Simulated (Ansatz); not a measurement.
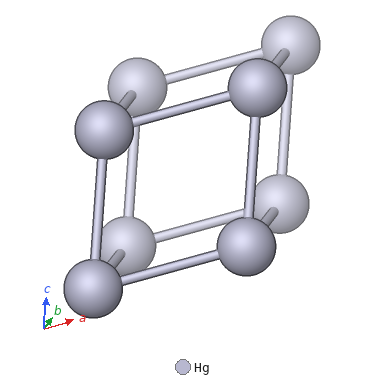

System: Hg, space group R-3m (No. 166). The picture shows the cell.

Structure:
```xyz
1
Lattice="1.7300 0.9988 2.2340 -1.7300 0.9988 2.2340 0.0000 -1.9976 2.2340" Properties=species:S:1:pos:R:3 pbc="T T T"
Hg    0.0000    0.0000    0.0000
```

How it was computed, with Ansatz 0.2.0: deformation of a crystal at fixed volume, lengths along the axis scaled against those across it, fractional coordinates fixed, by plane-wave density functional theory with PAW datasets, free energies less that of the undisturbed cell; scalar-relativistic. Level: PBEsol, no spin polarisation.

```tsv
setting	value
wave cutoff	420 eV
k mesh	21×21×21
occupations	Gaussian
smearing width	0.15 eV
k shift	(0, 0, 0) (mesh steps)
start	as given
path	axial
axis direction	(0, 0, 1) (Cartesian unit vector)
```

What does the calculation give for the energy change against relative axial ratio? The relative axial ratio takes the values 0.80, 0.85, 0.92, 0.96, 1.00, 1.05, 1.10, 1.20.

The energy change is 20.16 meV/atom at relative axial ratio 0.80 and 15.13 meV/atom at 1.20; the lowest computed point is at relative axial ratio 0.96 (−0.77 meV/atom), in a single well.

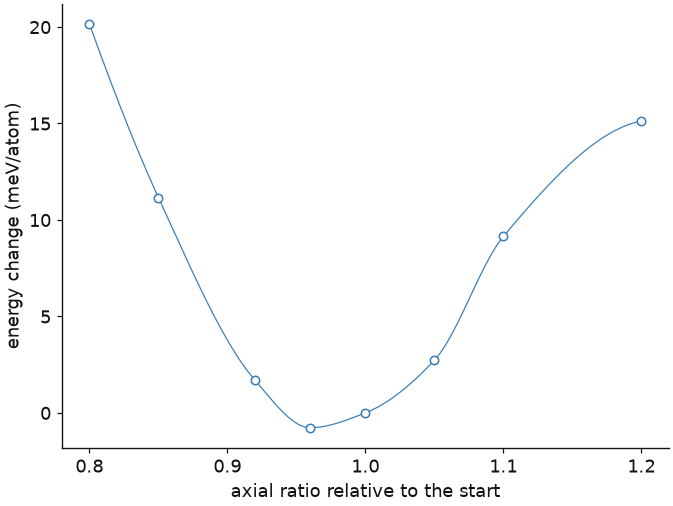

Limits of the calculation: reference crystal is not relaxed; shape and atomic fractions are frozen while scaling, which makes layered, chain and framework solids too stiff.
